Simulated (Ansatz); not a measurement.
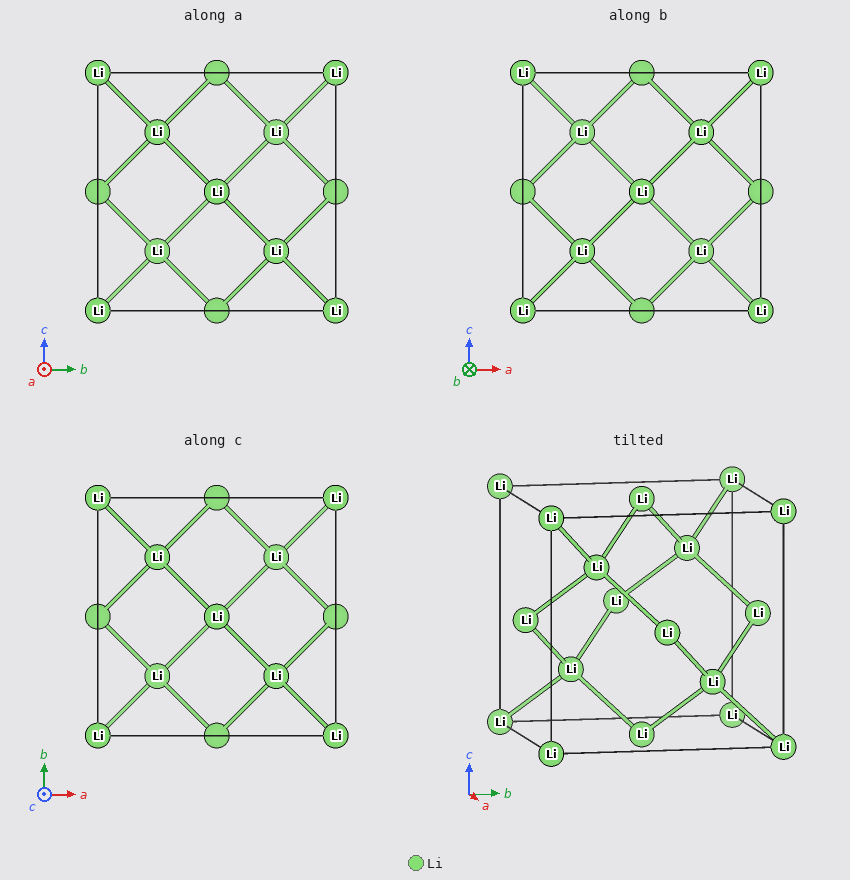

Ball-and-stick drawing of the structure, looking along the a axis, along the b axis, along the c axis and slightly off an axis. The wireframe shows the conventional unit cell.

Lattice parameters: a = 5.708 Å, b = 5.708 Å, c = 5.708 Å, α = 90.00°, β = 90.00°, γ = 90.00°. Put a along x and b in the xy plane.

Question: Transcribe the picture into a POSCAR file.

Answer:
```
Li
1.0
     5.708    0.000    0.000
     0.000    5.708    0.000
     0.000    0.000    5.708
Li
8
Direct
  0.7500 0.7500 0.2500
  0.0000 0.5000 0.5000
  0.7500 0.2500 0.7500
  0.0000 0.0000 0.0000
  0.2500 0.7500 0.7500
  0.5000 0.5000 0.0000
  0.2500 0.2500 0.2500
  0.5000 0.0000 0.5000
```

Starting structure: a structure type filled with this element by a generator (whether the element takes this form wasn't checked). Earlier steps of the study may have refined or changed the cell and positions. It was the input of a calculation with Ansatz.
